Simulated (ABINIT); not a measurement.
# Run report: SnSe, phonon calculation (part 1 of 3)

System: SnSe (2 atoms in the cell).
Method: Kohn-Sham DFT of a periodic cell, LDA, PseudoDojo NC SR LDA v0.4.1 standard, no spin polarisation (ABINIT 10.8.3).

The structure derives from an entry of the Crystallography Open Database.

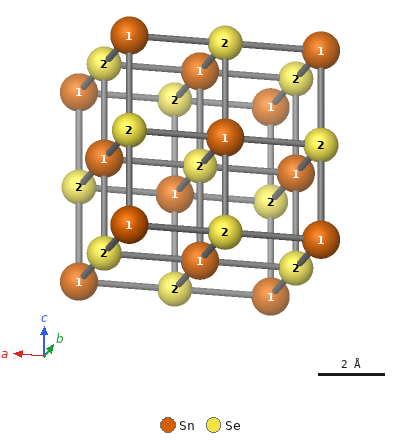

The input geometry (ball-and-stick view of the cell 4 times as large as that of the calculation, set on its symmetry axes, seen at an oblique angle; atoms are numbered from 1 in the order of the input). An atom can appear more than once, as a periodic image.

## Input
```
ndtset 3

pp_dirpath "./"
pseudos "Sn.upf, Se.upf"

acell 8.044153707 8.044153707 8.044153707
rprim
     0.0000000000     0.7071067812     0.7071067812
     0.7071067812     0.0000000000     0.7071067812
     0.7071067812     0.7071067812     0.0000000000
ntypat 2
znucl 50 34
natom 2
typat 1 2
xred
            0.0            0.0            0.0
            1/2            1/2            1/2

ecut 40.0

ngkpt 4 4 4
nshiftk 4
shiftk
     0.5000000000     0.5000000000     0.5000000000
     0.5000000000     0.0000000000     0.0000000000
     0.0000000000     0.5000000000     0.0000000000
     0.0000000000     0.0000000000     0.5000000000

ixc 7

nband 15
occopt 1

nstep 80
diemac 6.0

prteig 0
prtebands 0
prtwf 0
prtden 0
prtpot 0

kptopt1 1
tolvrs1 1.0e-15
prtwf1 1

iscf2 -3
rfelfd2 2
rfdir2 1 1 1
getwfk2 1
kptopt2 2
nqpt2 1
qpt2 0.0 0.0 0.0
tolwfr2 1.0e-18
prtwf2 1

rfelfd3 3
rfphon3 1
rfatpol3 1 2
rfdir3 1 1 1
getwfk3 1
getddk3 2
kptopt3 2
nqpt3 1
qpt3 0.0 0.0 0.0
tolvrs3 1.0e-8
```

## File mrgddb.in
```
merged_DDB
SnSe
2
runo_DS1_DDB
runo_DS3_DDB
```

## File anaddb.abi
```
ddb_filepath "merged_DDB"
output_file "anaddb.abo"
outdata_prefix "ana"
asr 2
chneut 1
dipdip 1
dieflag 1
enunit 0
nfreq 1
frmin 0.0
frmax 0.0
eivec 1
nph1l 1
qph1l 0.0 0.0 0.0 1.0
nph2l 3
qph2l
  1.0 0.0 0.0 0.0
  0.0 1.0 0.0 0.0
  0.0 0.0 1.0 0.0
```

Command:
```bash
mpirun --bind-to none -np 4 abinit run.abi > log 2>&1
mrgddb < mrgddb.in > mrgddb.log 2>&1
anaddb anaddb.abi > anaddb.log 2>&1
```

## Output
```
.Version 10.8.3 of ABINIT
 DATASET    1 : space group Fm -3 m (#225); Bravais cF (face-center cubic)
================================================================================
 Values of the parameters that define the memory need for DATASET  1.
     intxc =       0    ionmov =       0      iscf =       7    lmnmax =       6
     lnmax =       6     mgfft =      48  mpssoang =       3    mqgrid =    3001
     natom =       2  nloc_mem =       1    nspden =       1   nspinor =       1
    nsppol =       1      nsym =      48    n1xccc =    2501    ntypat =       2
    occopt =       1   xclevel =       1
       mpw =        4468          nfft =      110592          nkpt =          10
================================================================================
================================================================================

 DATASET    2 : space group Fm -3 m (#225); Bravais cF (face-center cubic)
================================================================================
 Values of the parameters that define the memory need for DATASET  2 (RF).
     intxc =       0      iscf =      -3    lmnmax =       6     lnmax =       6
     mgfft =      48  mpssoang =       3    mqgrid =    3001     natom =       2
  nloc_mem =       1    nspden =       1   nspinor =       1    nsppol =       1
      nsym =      48    n1xccc =    2501    ntypat =       2    occopt =       1
   xclevel =       1
      nfft =      110592          nkpt =         128
================================================================================
================================================================================

 DATASET    3 : space group Fm -3 m (#225); Bravais cF (face-center cubic)
================================================================================
 Values of the parameters that define the memory need for DATASET  3 (RF).
     intxc =       0      iscf =       7    lmnmax =       6     lnmax =       6
     mgfft =      48  mpssoang =       3    mqgrid =    3001     natom =       2
  nloc_mem =       1    nspden =       1   nspinor =       1    nsppol =       1
      nsym =      48    n1xccc =    2501    ntypat =       2    occopt =       1
   xclevel =       1
      nfft =      110592          nkpt =         128
================================================================================
================================================================================

--------------------------------------------------------------------------------
------------- Echo of variables that govern the present computation ------------
--------------------------------------------------------------------------------
 -outvars: echo values of preprocessed input variables --------
            acell      8.0441537070E+00  8.0441537070E+00  8.0441537070E+00 Bohr
              amu      1.18710000E+02  7.89600000E+01
           diemac      6.00000000E+00
             ecut      4.00000000E+01 Hartree
           getddk1          0
           getddk2          0
           getddk3          2
           getwfk1          0
           getwfk2          1
           getwfk3          1
             iscf1          7
             iscf2         -3
             iscf3          7
              ixc           7
           jdtset        1    2    3
                       outvar_i_n : Printing only first  50 k-points.
           kptopt1          1
           kptopt2          2
           kptopt3          2
         kptrlatt        4   -4    4     -4    4    4     -4   -4    4
          kptrlen      4.55046051E+01
            natom           2
            nband1         15
            nband2         15
            nband3         15
           ndtset           3
            ngfft          48      48      48
             nkpt1         10
             nkpt2        128
             nkpt3        128
             nqpt1          0
             nqpt2          1
             nqpt3          1
            nstep          80
             nsym          48
           ntypat           2
        optdriver1          0
        optdriver2          1
        optdriver3          1
           prtden           0
        prtebands           0
           prteig           0
            prtwf1          1
            prtwf2          1
            prtwf3          0
           rfelfd1          0
           rfelfd2          2
           rfelfd3          3
           rfphon1          0
           rfphon2          0
           rfphon3          1
            rprim      0.0000000000E+00  7.0710678120E-01  7.0710678120E-01
                       7.0710678120E-01  0.0000000000E+00  7.0710678120E-01
                       7.0710678120E-01  7.0710678120E-01  0.0000000000E+00
           shiftk      5.00000000E-01  5.00000000E-01  5.00000000E-01
          spgroup         225
           tolvrs1     1.00000000E-15
           tolvrs2     0.00000000E+00
           tolvrs3     1.00000000E-08
           tolwfr1     0.00000000E+00
           tolwfr2     1.00000000E-18
           tolwfr3     0.00000000E+00
            typat      1  2
                       outvars : Printing only first  50 k-points.
           xangst      0.0000000000E+00  0.0000000000E+00  0.0000000000E+00
                       3.0099999980E+00  3.0099999980E+00  3.0099999980E+00
            xcart      0.0000000000E+00  0.0000000000E+00  0.0000000000E+00
                       5.6880756352E+00  5.6880756352E+00  5.6880756352E+00
             xred      0.0000000000E+00  0.0000000000E+00  0.0000000000E+00
                       5.0000000000E-01  5.0000000000E-01  5.0000000000E-01
            znucl       50.00000   34.00000

================================================================================

 chkinp: Checking input parameters for consistency, jdtset=   1.

 chkinp: Checking input parameters for consistency, jdtset=   2.

 chkinp: Checking input parameters for consistency, jdtset=   3.

================================================================================
== DATASET  1 ==================================================================

--- !DatasetInfo
iteration_state: {dtset: 1, }
dimensions: {natom: 2, nkpt: 10, mband: 15, nsppol: 1, nspinor: 1, nspden: 1, mpw: 4468, }
cutoff_energies: {ecut:  40.0, pawecutdg:  -1.0, }
electrons: {nelect:   3.00000000E+01, charge:   0.00000000E+00, occopt:   1.00000000E+00, tsmear:   1.00000000E-02, }
meta: {optdriver: 0, ionmov: 0, optcell: 0, iscf: 7, paral_kgb: 0, }
...

 Exchange-correlation functional for the present dataset will be:
  LDA: Perdew-Wang 92 LSD fit to Ceperley-Alder data - ixc=7
  J.P.Perdew and Y.Wang, PRB 45, 13244 (1992)

 Real(R)+Recip(G) space primitive vectors, cartesian coordinates (Bohr,Bohr^-1):
 R(1)=  0.0000000  5.6880756  5.6880756  G(1)= -0.0879032  0.0879032  0.0879032
 R(2)=  5.6880756  0.0000000  5.6880756  G(2)=  0.0879032 -0.0879032  0.0879032
 R(3)=  5.6880756  5.6880756  0.0000000  G(3)=  0.0879032  0.0879032 -0.0879032
 Unit cell volume ucvol=  3.6806632E+02 bohr^3
 Angles (23,13,12)=  6.00000000E+01  6.00000000E+01  6.00000000E+01 degrees

 getcut: wavevector=  0.0000  0.0000  0.0000  ngfft=  48  48  48
         ecut(hartree)=     40.000   => boxcut(ratio)=   2.09588

--- Pseudopotential description ------------------------------------------------
- pspini: atom type   1  psp file is ./Sn.upf
  50.00000  14.00000  180309                  znucl, zion, pspdat
12 -1012 2 -1 1608                            pspcod,pspxc,lmax,lloc,mmax
     nproj     2     2     2

- pspini: atom type   2  psp file is ./Se.upf
  34.00000  16.00000  180309                  znucl, zion, pspdat
12 -1012 2 -1 1198                            pspcod,pspxc,lmax,lloc,mmax
     nproj     2     2     2

   1.82573548E+03                                ecore*ucvol(ha*bohr**3)
--------------------------------------------------------------------------------

================================================================================

--- !BeginCycle
iteration_state: {dtset: 1, }
solver: {iscf: 7, nstep: 80, nline: 4, wfoptalg: 0, }
tolerances: {tolvrs: 1.00E-15, }
...

     iter   Etot(hartree)      deltaE(h)  residm     vres2
 ETOT  1  -196.16843639658    -1.962E+02 1.004E+00 1.378E+03
 ETOT  2  -199.58069695384    -3.412E+00 1.011E-01 1.750E+03
 ETOT  3  -199.76453058776    -1.838E-01 7.039E-03 2.460E+02
 ETOT  4  -199.77052632298    -5.996E-03 8.272E-04 2.026E+02
 ETOT  5  -199.78728454631    -1.676E-02 1.654E-04 4.403E+01
 ETOT  6  -199.79056863163    -3.284E-03 2.347E-05 1.057E+01
 ETOT  7  -199.79165990233    -1.091E-03 2.903E-05 3.672E-02
 ETOT  8  -199.79166457162    -4.669E-06 3.066E-07 4.907E-03
 ETOT  9  -199.79166511423    -5.426E-07 4.375E-08 3.977E-04
 ETOT 10  -199.79166516326    -4.903E-08 4.744E-09 3.130E-07
 ETOT 11  -199.79166516381    -5.536E-10 6.237E-10 1.412E-08
 ETOT 12  -199.79166516387    -5.241E-11 7.878E-11 2.115E-10
 ETOT 13  -199.79166516389    -2.206E-11 1.378E-11 3.254E-10
 ETOT 14  -199.79166516390    -8.356E-12 1.766E-12 2.904E-12
 ETOT 15  -199.79166516389     7.901E-12 3.582E-13 2.810E-12
 ETOT 16  -199.79166516388     9.493E-12 4.471E-14 6.212E-13
 ETOT 17  -199.79166516388    -3.979E-13 9.853E-15 1.192E-13
 ETOT 18  -199.79166516388    -3.695E-12 1.252E-15 1.285E-14
 ETOT 19  -199.79166516390    -1.791E-11 2.806E-16 1.292E-14
 ETOT 20  -199.79166516388     2.132E-11 3.721E-17 7.164E-16

 At SCF step   20       vres2   =  7.16E-16 < tolvrs=  1.00E-15 =>converged.

 Cartesian components of stress tensor (hartree/bohr^3)
  sigma(1 1)=  1.14166796E-04  sigma(3 2)=  0.00000000E+00
  sigma(2 2)=  1.14166796E-04  sigma(3 1)=  0.00000000E+00
  sigma(3 3)=  1.14166796E-04  sigma(2 1)=  0.00000000E+00

--- !ResultsGS
iteration_state: {dtset: 1, }
comment   : Summary of ground state results
lattice_vectors:
- [  0.0000000,   5.6880756,   5.6880756, ]
- [  5.6880756,   0.0000000,   5.6880756, ]
- [  5.6880756,   5.6880756,   0.0000000, ]
lattice_lengths: [   8.04415,    8.04415,    8.04415, ]
lattice_angles: [ 60.000,  60.000,  60.000, ] # degrees, (23, 13, 12)
lattice_volume:   3.6806632E+02
convergence: {deltae:  2.132E-11, res2:  7.164E-16, residm:  3.721E-17, diffor: null, }
etotal    :  -1.99791665E+02
entropy   :   0.00000000E+00
fermie    :   1.60760816E-01
cartesian_stress_tensor: # hartree/bohr^3
- [  1.14166796E-04,   0.00000000E+00,   0.00000000E+00, ]
- [  0.00000000E+00,   1.14166796E-04,   0.00000000E+00, ]
- [  0.00000000E+00,   0.00000000E+00,   1.14166796E-04, ]
pressure_GPa:  -3.3589E+00
xred      :
- [  0.0000E+00,   0.0000E+00,   0.0000E+00, Sn]
- [  5.0000E-01,   5.0000E-01,   5.0000E-01, Se]
cartesian_forces: # hartree/bohr
- [ -0.00000000E+00,  -0.00000000E+00,  -0.00000000E+00, ]
- [ -0.00000000E+00,  -0.00000000E+00,  -0.00000000E+00, ]
force_length_stats: {min:   0.00000000E+00, max:   0.00000000E+00, mean:   0.00000000E+00, }
...

 Integrated electronic density in atomic spheres:
 ------------------------------------------------
 Atom  Sphere_radius  Integrated_density
    1        2.00000         10.52195250
    2        2.00000         13.19659389
================================================================================

 ----iterations are completed or convergence reached----

 Mean square residual over all n,k,spin=   24.899E-20; max=  37.208E-18
 reduced coordinates (array xred) for    2 atoms
       0.000000000000      0.000000000000      0.000000000000
       0.500000000000      0.500000000000      0.500000000000
 rms dE/dt=  0.0000E+00; max dE/dt=  0.0000E+00; dE/dt below (all hartree)
    1       0.000000000000      0.000000000000      0.000000000000
    2       0.000000000000      0.000000000000      0.000000000000
```
